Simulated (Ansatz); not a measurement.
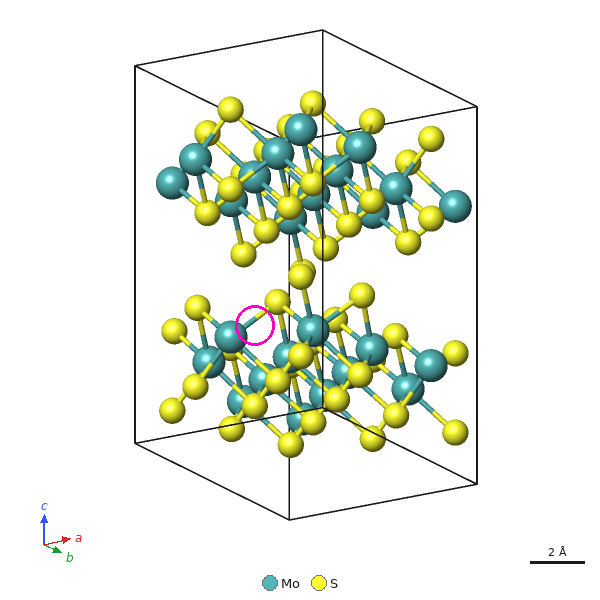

Drawn in the ball-and-stick manner and seen from a general direction. The lines enclose the supercell; boundary atoms appear with their images. The host is MoS2, in a cell of 66 sites, and the cell carries a charge of -1. A ring marks the defect's site.

> Identify the point defect.

A sulfur vacancy. Around the empty site lie three Mo at about 2.4 Å.

The calculation used DFT PBE, scalar-relativistic, plane waves, PAW in Ansatz 0.2.0, with plane waves to 420 eV, a 2×2×2 grid in reciprocal space, Gaussian smearing of 0.01 eV, collinear spins.

> Is the defect magnetic?

Yes, 1.0 μB in the cell.

The atoms were relaxed in the host's cell with Ansatz 0.2.0, DFT PBE, scalar-relativistic, plane waves, PAW.
